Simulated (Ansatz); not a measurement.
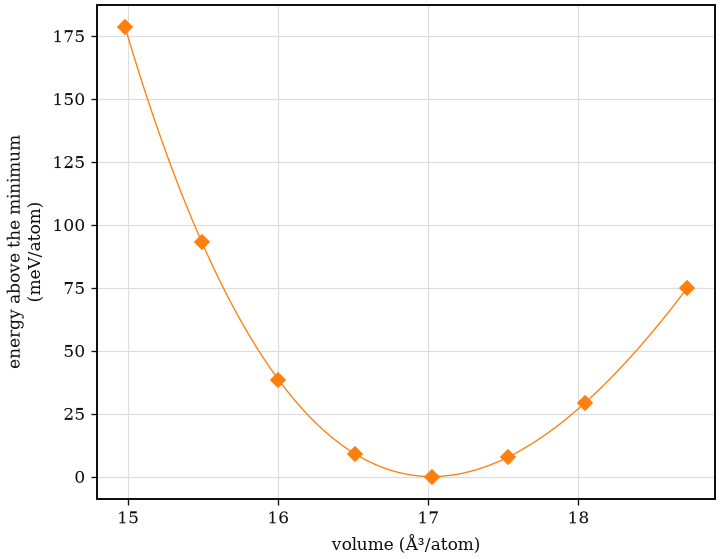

The plot gives the computed energy above the minimum against volume for Au, space group I4/mmm (No. 139).

The given structure:
```yaml
crystal:
  lattice:
    - [2.87748, -0.01780, 0.35517]
    - [-0.02877, 2.87792, 0.38029]
    - [-0.49445, -0.53077, 3.97924]
  atoms:
    - { symbol: Au, position: [0.25000, 0.25000, 0.75000] }
    - { symbol: Au, position: [0.75000, 0.75000, 0.25000] }
```

Computed with Ansatz 0.2.0: third-order Birch-Murnaghan fit to density functional energies at scaled volumes of the given relaxed cell, shape and atoms relaxed at each volume; energies count from the fitted minimum; plane waves with PAW datasets, Γ-centred k mesh. Level: PBEsol, no spin polarisation.

wave cutoff 420 eV; k mesh 16×14×10; occupations Gaussian; smearing width 0.1 eV.

From this curve and the settings, what does the calculation give for the pressure at the same points?

The pressure falls from 32.20 GPa at volume 14.980 Å³/atom to −12.64 GPa at 18.725 Å³/atom, and changes sign near 17.02 Å³/atom.

| volume (Å³/atom) | pressure (GPa) |
| --- | --- |
| 14.980 | 32.20 |
| 15.491 | 21.61 |
| 16.001 | 12.93 |
| 16.512 | 5.81 |
| 17.023 | 0.00 |
| 17.534 | −4.75 |
| 18.044 | −8.62 |
| 18.725 | −12.64 |

Keep in mind: structure snapped to symmetry.
